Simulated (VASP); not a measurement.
**SiC (Moissanite 3C): quasiparticle gap under strain**

How does the quasiparticle gap of SiC (Moissanite 3C) follow strain, and does the starting functional get the slope right? The cell is of the zinc-blende type, one of the forms listed for this formula. The start is a cell from a database of measured crystal structures.

Program: VASP 6.6.1. Level of theory: PBE; plane waves and PAW (Si_GW, C_GW), in the first sound run; inputs show where later runs differ. Results are calculated unless marked as measured.

## (1) Starting point

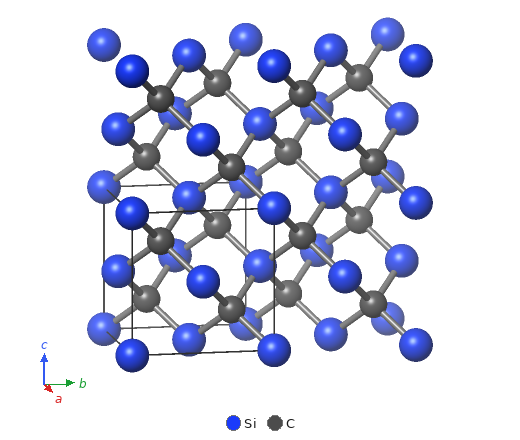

Start, viewed slightly off an axis; silicon blue, carbon dark grey. 1×2×2 cells are drawn. This picture shows the conventional cell, with its axes. Bonds to atoms that aren't drawn are left out. Some periodic images of atoms are drawn too.

As a file:

```xyz
2
Lattice="0.0000 2.1790 2.1790 2.1790 0.0000 2.1790 2.1790 2.1790 0.0000" Properties=species:S:1:pos:R:3 pbc="T T T"
Si    0.0000    0.0000    0.0000
C     3.2685    3.2685    3.2685
```

## (2) Ground state

The orbitals come from a self-consistent PBE run with a tight EDIFF and a narrow smearing. KPOINTS_OPT adds the bands along a path, which shows whether the mesh holds the band edges.

Contents of INCAR:

```
SYSTEM = SiC
PREC = Accurate
ENCUT = 440
EDIFF = 1E-08
NELM = 100
ISMEAR = 0
SIGMA = 0.01
LREAL = .FALSE.
ALGO = Normal
GGA = PE
NBANDS = 10
LORBIT = 11
LWAVE = .TRUE.
LCHARG = .FALSE.
KPAR = 8
```

Contents of POSCAR:

```
SiC
1.0
    0.0000000000      2.1790000000      2.1790000000
    2.1790000000      0.0000000000      2.1790000000
    2.1790000000      2.1790000000      0.0000000000
Si C
1 1
Direct
    0.0000000000      0.0000000000      0.0000000000
    0.7500000000      0.7500000000      0.7500000000
```

Contents of KPOINTS:

```
Automatic mesh
0
Gamma
6 6 6
0 0 0
```

Contents of KPOINTS_OPT:

```
Line mode
12
Line-mode
Reciprocal
  0.00000000   0.00000000   0.00000000 GAMMA
  0.50000000   0.00000000   0.50000000 X

  0.50000000   0.00000000   0.50000000 X
  0.50000000   0.25000000   0.75000000 W

  0.50000000   0.25000000   0.75000000 W
  0.37500000   0.37500000   0.75000000 K

  0.37500000   0.37500000   0.75000000 K
  0.00000000   0.00000000   0.00000000 GAMMA

  0.00000000   0.00000000   0.00000000 GAMMA
  0.50000000   0.50000000   0.50000000 L

  0.50000000   0.50000000   0.50000000 L
  0.62500000   0.25000000   0.62500000 U

  0.62500000   0.25000000   0.62500000 U
  0.50000000   0.25000000   0.75000000 W

  0.50000000   0.25000000   0.75000000 W
  0.50000000   0.50000000   0.50000000 L

  0.50000000   0.50000000   0.50000000 L
  0.37500000   0.37500000   0.75000000 K

  0.62500000   0.25000000   0.62500000 U
  0.50000000   0.00000000   0.50000000 X
```

PAW data sets: Si_GW and C_GW (PBE family, release 64).

Run with:

```bash
$ mpirun -np 8 vasp_std
```

The log of the run:

```text
[banner, memory and clock lines left out]
running    8 mpi-ranks, on    1 nodes
 distrk:  each k-point on    1 cores,    8 groups
 distr:  one band on    1 cores,    1 groups

 POSCAR found type information on POSCAR SiC
 POSCAR found :  2 types and       2 ions
|                                                                             |
|           W    W    AA    RRRRR   N    N  II  N    N   GGGG   !!!           |
|           W    W   A  A   R    R  NN   N  II  NN   N  G    G  !!!           |
|           W    W  A    A  R    R  N N  N  II  N N  N  G       !!!           |
|           W WW W  AAAAAA  RRRRR   N  N N  II  N  N N  G  GGG   !            |
|           WW  WW  A    A  R   R   N   NN  II  N   NN  G    G                |
|           W    W  A    A  R    R  N    N  II  N    N   GGGG   !!!           |
|                                                                             |
|     For optimal performance we recommend to set                             |
|       NCORE = 2 up to number-of-cores-per-socket                            |
|     NCORE specifies how many cores store one orbital (NPAR=cpu/NCORE).      |
|     This setting can greatly improve the performance of VASP for DFT.       |
|     The default, NCORE=1 might be grossly inefficient on modern             |
|     multi-core architectures or massively parallel machines. Do your        |
|     Unfortunately you need to use the default for GW and RPA                |
|     calculations (for HF NCORE is supported but not extensively tested      |
|     yet).                                                                   |
|                                                                             |

 LDA part: xc-table for (Slater+PW92), standard interpolation
 POSCAR, INCAR and KPOINTS ok, starting setup
 FFT: planning ... GRIDC
 FFT: planning ... GRID_SOFT
 FFT: planning ... GRID
 WAVECAR not read
 entering main loop
       N       E                     dE             d eps       ncg     rms          rms(c)
DAV:   1     0.501778814076E+01    0.50178E+01   -0.44521E+03   350   0.755E+02
DAV:   2    -0.163499516294E+02   -0.21368E+02   -0.20438E+02   460   0.132E+02
DAV:   3    -0.169087141204E+02   -0.55876E+00   -0.55702E+00   428   0.178E+01
DAV:   4    -0.169139574350E+02   -0.52433E-02   -0.52412E-02   434   0.201E+00
DAV:   5    -0.169140404721E+02   -0.83037E-04   -0.83025E-04   432   0.244E-01    0.701E+00
DAV:   6    -0.151047593756E+02    0.18093E+01   -0.68007E+00   442   0.163E+01    0.212E+00
DAV:   7    -0.150428697286E+02    0.61890E-01   -0.31028E-01   424   0.351E+00    0.115E+00
DAV:   8    -0.150332292503E+02    0.96405E-02   -0.23463E-02   402   0.152E+00    0.947E-02
DAV:   9    -0.150331473093E+02    0.81941E-04   -0.11783E-03   450   0.239E-01    0.427E-02
DAV:  10    -0.150332408717E+02   -0.93562E-04   -0.18075E-04   414   0.950E-02    0.140E-02
DAV:  11    -0.150332407698E+02    0.10184E-06   -0.34398E-05   408   0.433E-02    0.308E-03
DAV:  12    -0.150332412284E+02   -0.45854E-06   -0.12144E-06   364   0.107E-02    0.617E-04
DAV:  13    -0.150332412520E+02   -0.23649E-07   -0.38105E-08   424   0.178E-03    0.225E-04
DAV:  14    -0.150332412470E+02    0.50047E-08   -0.51438E-09   216   0.573E-04
   1 F= -.15033241E+02 E0= -.15033241E+02  d E =-.629397E-85
 Start KPOINTS_OPT (optional k-point list driver)
k-point batch [1-16\120]
       N       E                     dE             ncg
DAV:   1     0.647797500447E+03   -0.27493E+04      354
DAV:   2     0.310988750867E+03   -0.33681E+03      524
DAV:   3     0.305568415895E+03   -0.54203E+01      420
DAV:   4     0.305482535595E+03   -0.85880E-01      450
DAV:   5     0.305480425344E+03   -0.21103E-02      408
DAV:   6     0.305480304676E+03   -0.12067E-03      514
DAV:   7     0.305480303876E+03   -0.79929E-06      400
DAV:   8     0.305480303865E+03   -0.11224E-07      466
DAV:   9     0.305480303866E+03    0.49499E-09      312
[...]
k-point batch [113-120\120]
       N       E                     dE             ncg
DAV:   1     0.298311478256E+04   -0.24836E+04      226
DAV:   2     0.288808231572E+04   -0.95032E+02      224
DAV:   3     0.288643838228E+04   -0.16439E+01      240
DAV:   4     0.288642680601E+04   -0.11576E-01      210
DAV:   5     0.288642662818E+04   -0.17784E-03      252
DAV:   6     0.288642662548E+04   -0.26923E-05      224
DAV:   7     0.288642662548E+04   -0.62137E-08      234
 writing wavefunctions
```

Wall time 2.6 s (8 MPI ranks of Intel Xeon 6975P-C (Granite Rapids), shared host); peak memory 1.1 GiB.

The logs omit lines about the potential files and the build; timing stands in the text.

OUTCAR, selected parts (step 2):

```text
ion  position               nearest neighbor table
   1  0.000  0.000  0.000-   2 1.89   2 1.89   2 1.89   2 1.89
   2  0.750  0.750  0.750-   1 1.89   1 1.89   1 1.89   1 1.89

  LATTYP: Found a face centered cubic cell.
 ALAT       =     4.3580000000

 Subroutine GETGRP returns: Found 24 space group operations
 (whereof 24 operations were pure point group operations)

The static configuration has the point symmetry T_d .

 Found     16 irreducible k-points:

   k-points           NKPTS =     16   k-points in BZ     NKDIM =     16   number of bands    NBANDS=     10

   dimension x,y,z NGX =    24 NGY =   24 NGZ =   24
   dimension x,y,z NGXF=    48 NGYF=   48 NGZF=   48

   ENCUT  =  440.0 eV  32.34 Ry    5.69 a.u.   5.27  5.27  5.27*2*pi/ulx,y,z

   NELECT =       8.0000    total number of electrons

 k-points in reciprocal lattice and weights: Automatic mesh
   0.00000000  0.00000000  0.00000000       0.005
   0.16666667  0.00000000  0.00000000       0.037
   0.33333333  0.00000000  0.00000000       0.037
   0.50000000  0.00000000  0.00000000       0.019
   0.16666667  0.16666667  0.00000000       0.028
   0.33333333  0.16666667  0.00000000       0.111
   0.50000000  0.16666667  0.00000000       0.111
  -0.33333333  0.16666667  0.00000000       0.111
  -0.16666667  0.16666667  0.00000000       0.056
[...]
-0.33333333  0.33333333  0.16666667       0.111
  -0.33333333  0.50000000  0.16666667       0.056

 average (electrostatic) potential at core
       1 -64.1695       2 -45.1206

 E-fermi :   7.9187

 k-point     1 :       0.0000    0.0000    0.0000
  band No.  band energies     occupation
      1      -7.6332      2.00000
      2       7.7821      2.00000
      3       7.7821      2.00000
      4       7.7821      2.00000
      5      14.0031      0.00000
      6      15.0768      0.00000
      7      15.0768      0.00000
      8      15.0768      0.00000
      9      22.2679      0.00000
    ...

 k-point     2 :       0.1667    0.0000    0.0000
  band No.  band energies     occupation
      1      -7.0942      2.00000
      2       5.4040      2.00000
      3       7.4498      2.00000
      4       7.4498      2.00000
      5      14.1122      0.00000
      6      15.5951      0.00000
      7      15.5951      0.00000
      8      16.1248      0.00000
      9      20.7417      0.00000
    ...

 k-point     3 :       0.3333    0.0000    0.0000
  band No.  band energies     occupation
      1      -5.5678      2.00000
      2       1.5981      2.00000
      3       6.9355      2.00000
      4       6.9355      2.00000
      5      13.4538      0.00000
      6      15.4139      0.00000
      7      15.4139      0.00000
      8      17.6934      0.00000
      9      22.0459      0.00000
    ...

  Total        0.2818676      0.2818676      0.2818676      0.0000000     -0.0000000     -0.0000000
  in kB       21.8249890     21.8249890     21.8249890      0.0000000     -0.0000000     -0.0000000
  external PRESSURE =      21.8249890 kB  Pullay stress =       0.0000000 kB

  energy-cutoff  :      440.00
  volume of cell :       20.69
      direct lattice vectors                 reciprocal lattice vectors
     0.000000000  2.179000000  2.179000000    -0.229463056  0.229463056  0.229463056
     2.179000000  0.000000000  2.179000000     0.229463056 -0.229463056  0.229463056
     2.179000000  2.179000000  0.000000000     0.229463056  0.229463056 -0.229463056

 POSITION                                       TOTAL-FORCE (eV/Angst)
 -----------------------------------------------------------------------------------
      0.00000      0.00000      0.00000        -0.000000     -0.000000     -0.000000
      3.26850      3.26850      3.26850         0.000000      0.000000      0.000000
 -----------------------------------------------------------------------------------
    total drift:                                0.000000      0.000000     -0.000000

  FREE ENERGIE OF THE ION-ELECTRON SYSTEM (eV)
  ---------------------------------------------------
  free  energy   TOTEN  =       -15.0332412470 eV

  energy  without entropy=      -15.0332412470  energy(sigma->0) =      -15.03324125

 total charge
# of ion       s       p       d       tot
------------------------------------------
    1        0.688   0.950   0.210   1.848
    2        0.813   1.681   0.000   2.494
--------------------------------------------------
tot          1.501   2.631   0.210   4.342

[... 3 further parts left out ...]
```

This step gave:

| Property | Result |
| --- | --- |
| free energy (TOTEN) | -15.03 eV |
| Fermi energy | 7.919 eV |
| pressure | 2.182 GPa |
| least gap on mesh and path | 1.346 eV |
| least direct gap on mesh and path | 4.539 eV |

The highest empty bands on the path are converged less tightly, to about 0.1 eV. The electronic bands at the labelled points (eV, zero at the valence-band top; v1 is the highest filled band, c1 the lowest empty one):

```csv
point,v3,v2,v1,c1,c2,c3,c4
Γ,0.00,0.00,0.00,6.22,7.29,7.29,7.29
X,-7.81,-3.19,-3.19,1.35,4.31,14.02,14.02
W,-7.03,-5.00,-4.70,5.20,9.43,9.45,9.76
K,-7.28,-5.55,-2.60,3.10,7.76,11.84,12.45
Γ,0.00,0.00,0.00,6.22,7.29,7.29,7.29
L,-8.55,-1.06,-1.06,5.42,7.22,7.22,10.05
U,-7.28,-5.55,-2.60,3.10,7.76,11.84,12.45
W,-7.03,-5.00,-4.70,5.20,9.43,9.45,9.76
L,-8.55,-1.06,-1.06,5.42,7.22,7.22,10.05
K,-7.28,-5.55,-2.60,3.10,7.76,11.84,12.45
jump to U,-7.28,-5.55,-2.60,3.10,7.76,11.84,12.45
X,-7.81,-3.19,-3.19,1.35,4.31,14.02,14.02
```

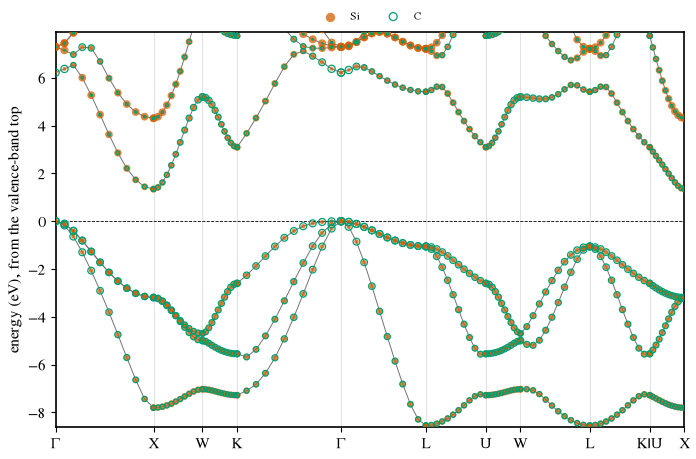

Electronic bands along the path; dots are coloured as in the legend, and their area grows with the weight.

The cell has a gap of 1.35 eV on mesh and path and a pressure of +2.2 GPa, which holds the misfit of the given cell and coordinates with this functional, and any error of cutoff, mesh and data sets.

## (3) Empty bands

ALGO = Exact makes the empty bands from the converged ground state in one step. LOPTICS writes the k-derivatives of the orbitals (WAVEDER), which give the long-wavelength limit of the screening.

Contents of INCAR:

```
SYSTEM = SiC
PREC = Accurate
ENCUT = 440
ISMEAR = 0
SIGMA = 0.01
LREAL = .FALSE.
GGA = PE
NBANDS = 88
ALGO = Exact
NELM = 1
LWAVE = .TRUE.
LCHARG = .FALSE.
LOPTICS = .TRUE.
NEDOS = 1000
CSHIFT = 0.1
```

POSCAR is that of step 2.

KPOINTS is that of step 2.

Run with:

```bash
$ mpirun -np 8 vasp_std
```

The log of the run:

```text
[banner, memory and clock lines left out]
running    8 mpi-ranks, on    1 nodes
 distrk:  each k-point on    8 cores,    1 groups
 distr:  one band on    1 cores,    8 groups

 POSCAR found type information on POSCAR SiC
 POSCAR found :  2 types and       2 ions
 [... a notice as in an earlier step ...]

 LDA part: xc-table for (Slater+PW92), standard interpolation
 found WAVECAR, reading the header
  number of bands has changed, file:    10 present:    88
  trying to continue reading WAVECAR, but it might fail
 POSCAR, INCAR and KPOINTS ok, starting setup
 FFT: planning ... GRIDC
 FFT: planning ... GRID_SOFT
 FFT: planning ... GRID
 reading WAVECAR
 random initialization beyond band           10
 the WAVECAR file was read successfully
 initial charge from wavefunction
 entering main loop
       N       E                     dE             d eps       ncg     rms          rms(c)
DIA:   1    -0.150332412510E+02   -0.15033E+02    0.00000E+00     0   0.000E+00
   1 F= -.15033241E+02 E0= -.15033241E+02  d E =-.723880E-18
 writing wavefunctions
 optical routines
 imaginary and real dielectric function
 recalculating local potential from charge density
 direction            1
 direction            2
 direction            3
```

It took 2 s on 8 MPI ranks; peak memory 0.9 GiB; 9.6 s of CPU time.

OUTCAR, selected parts (step 3):

```text
The static configuration has the point symmetry T_d .

 Found     16 irreducible k-points:

   k-points           NKPTS =     16   k-points in BZ     NKDIM =     16   number of bands    NBANDS=     88

   NELECT =       8.0000    total number of electrons

 E-fermi :   7.8389

 k-point     5 :       0.1667    0.1667    0.0000
  band No.  band energies     occupation
      1      -6.9139      2.00000
      2       5.9816      2.00000
      3       6.6701      2.00000
      4       6.6701      2.00000
      5      13.3123      0.00000
      6      15.1145      0.00000
      7      16.8126      0.00000
      8      16.8126      0.00000
      9      18.6095      0.00000
    ...

  Total        0.2818146      0.2818146      0.2818146      0.0000000      0.0000000      0.0000000
  in kB       21.8208845     21.8208845     21.8208845      0.0000000      0.0000000      0.0000000
  external PRESSURE =      21.8208845 kB  Pullay stress =       0.0000000 kB

  FREE ENERGIE OF THE ION-ELECTRON SYSTEM (eV)
  ---------------------------------------------------
  free  energy   TOTEN  =       -15.0332412510 eV

  energy  without entropy=      -15.0332412510  energy(sigma->0) =      -15.03324125

 plasma frequency squared (from intraband transitions) (eV^2)
  --------------------------------------------------------------------------------------
       0.000       0.000      -0.000
      -0.000       0.000      -0.000
      -0.000       0.000       0.000

[... 14 parts as in an earlier step ...]
```

WAVECAR now holds 88 bands for 8 electrons. Its independent-particle dielectric tensor has xx, yy, zz = 7.8, 7.8, 7.8 on this mesh, which isn't tested for convergence in mesh or bands and lacks local fields.

(Part 1 of 4 ends here.)

[Lines on the potential files, build, host, timing and source positions are cut from VASP's logs without a mark.]

[Logs are printed without paths, hosts, clocks, repeated set-up lines and the standing remarks that a program may print on its own settings, such as how far it seeks lower states.]

[Hosts, paths, dates, database ids (printed as entryN), source tags and the programs' standing remarks are cut or masked in the printed files.]

[Pressures printed for these runs are not shown converged in the cutoff: they can be off by several GPa and have the wrong sign.]
